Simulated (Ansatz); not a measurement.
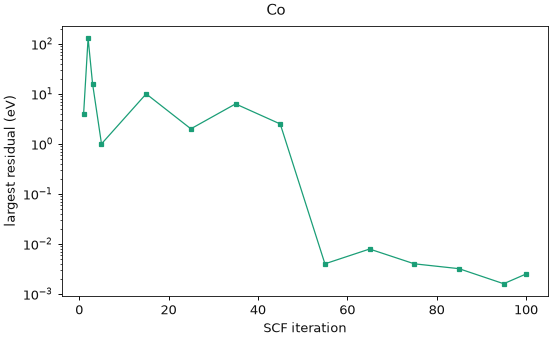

Convergence history. SCF iterations of a calculation: largest residual. The run: Co (P6_3/mmc, 2 atoms in the cell), by DFT, PBE, norm-conserving potentials, plane waves, scalar-relativistic in Ansatz; cutoff 1306.15 eV, 1×1×1 k-mesh, Fermi–Dirac smearing of 0.05 eV, non-collinear spins. Setting under test: symmetry off, default search for lower states. Only some iterations were kept.

It did not converge: it stopped after 100 iterations. The residual first shoots up to about 130 before step 2. It then comes down slowly and unevenly, and has reached only 2.5 × 10⁻³ when the run stops. The residual starts near 4 and ends near 3 × 10⁻³ eV.
